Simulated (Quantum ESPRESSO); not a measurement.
## Ni3Si: 7 runs along one coordinate

System: Ni3Si (Pm-3m, 4 atoms in the cell).
Method: Kohn-Sham DFT of a periodic cell, PBE, SSSP 1.3 efficiency PBE, spin-polarised (Quantum ESPRESSO 7.5).

The 7 runs differ only in the geometry, by an even scaling of the cell at fixed fractional positions. The structure derives from an entry of the Crystallography Open Database.

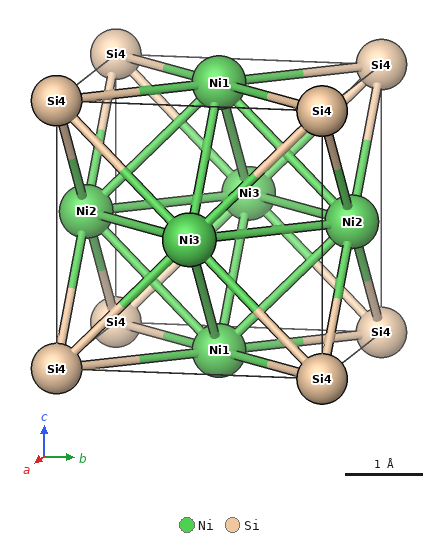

Figure 1. The structure of run 4 (ball-and-stick view of the cell of the calculation, seen slightly off an axis; atoms are numbered from 1 in the order of the input). An atom can appear more than once, as a periodic image.

### Input of run 4
```
&CONTROL
  calculation = 'scf'
  prefix = 'pwscf'
  outdir = './tmp'
  pseudo_dir = './pseudo'
  tprnfor = .true.
  tstress = .true.
  disk_io = 'nowf'
/
&SYSTEM
  ibrav = 0
  nat = 4
  ntyp = 2
  ecutwfc = 55
  ecutrho = 440
  nbnd = 42
  occupations = 'smearing'
  smearing = 'fd'
  degauss = 0.00367493
  nspin = 2
  starting_magnetization(1) = 0.0556
  starting_magnetization(2) = 0
/
&ELECTRONS
  conv_thr = 8d-10
  electron_maxstep = 120
  mixing_beta = 0.3
/
ATOMIC_SPECIES
Ni    58.6934 ni_pbe_v1.4.uspp.F.UPF
Si    28.0850 Si.pbe-n-rrkjus_psl.1.0.0.UPF
CELL_PARAMETERS angstrom
   3.5420000000    0.0000000000    0.0000000000
   0.0000000000    3.5420000000    0.0000000000
   0.0000000000    0.0000000000    3.5420000000
ATOMIC_POSITIONS crystal
Ni     0.5000000000    0.5000000000    0.0000000000
Ni     0.5000000000    0.0000000000    0.5000000000
Ni     0.0000000000    0.5000000000    0.5000000000
Si     0.0000000000    0.0000000000    0.0000000000
K_POINTS automatic
8 8 8 0 0 0
```

Command:
```bash
OMP_NUM_THREADS=1 mpirun -n 2 pw.x -nk 2 -in pw.in > pw.out
```

Run 3 differs from it as follows:
```diff
-   3.5420000000    0.0000000000    0.0000000000
-   0.0000000000    3.5420000000    0.0000000000
-   0.0000000000    0.0000000000    3.5420000000
+   3.5182274716    0.0000000000    0.0000000000
+   0.0000000000    3.5182274716    0.0000000000
+   0.0000000000    0.0000000000    3.5182274716
```

### Results, with one run withheld

| run | volume per atom (Å³) | free energy per atom, from the lowest run given (meV) | pressure (GPa) |
| --- | --- | --- | --- |
| 1 | 10.443 | 6.96 | 7.30 |
| 2 | 10.665 | 0.00 | 2.33 |
| 3 | 10.887 | ? | ? |
| 4 | 11.109 | 4.91 | −6.01 |
| 5 | 11.331 | 15.41 | −9.49 |
| 6 | 11.554 | 30.47 | −12.58 |
| 7 | 11.776 | 49.57 | −15.30 |

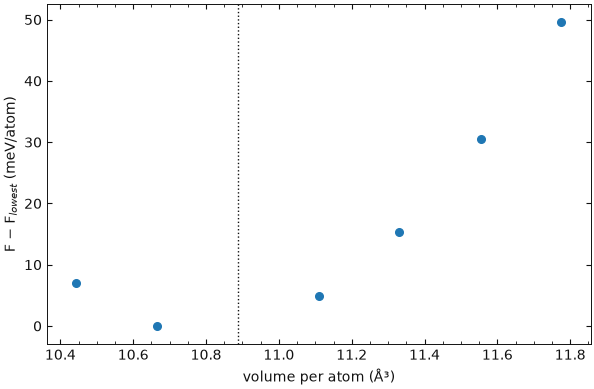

Figure 2. Free energy per atom of the runs given; the dotted line marks run 3.

Estimate the energy of run 3 from the others.

A cubic polynomial in V^(−2/3) (the Birch–Murnaghan form), fitted to the 6 runs given, misses them by at most 0.02 meV per atom. With x = V^(−2/3) − 0.20061 Å⁻², it reads F = 5.672 − 3179.2 x + 3.7574e+05 x² + 7.8579e+05 x³ (meV per atom). At run 3 it gives −0.43 meV per atom, and the run itself gives −0.45. The slope of the fit gives a pressure −dF/dV of −1.86 GPa there, and the run prints −2.08 GPa. The two needn't agree exactly: the fit is approximate, and the printed stress is taken on a finite basis. The fit has its minimum at 10.791 Å³ per atom, where V d²F/dV² gives 213 GPa: the bulk modulus at this level, since symmetry fixes the shape and the positions.

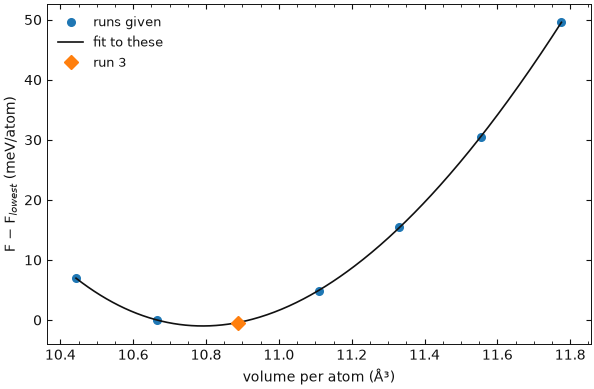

Figure 3. The fit and the withheld run.

### Some lines of the output (run 3)
```
[...]
     total energy              =   -1041.39012903 Ry
     total energy              =   -1041.39134903 Ry
     total energy              =   -1041.39134735 Ry
     total energy              =   -1041.39136511 Ry
     total energy              =   -1041.39137658 Ry
     total energy              =   -1041.39140939 Ry
     total energy              =   -1041.39141235 Ry
     total energy              =   -1041.39141434 Ry
     total energy              =   -1041.39141439 Ry
     the Fermi energy is    17.0552 ev
!    total energy              =   -1041.39141442 Ry
     The total energy is F=E-TS. E is the sum of the following terms:
     Computing stress (Cartesian axis) and pressure
          total   stress  (Ry/bohr**3)                   (kbar)     P=      -20.81
```
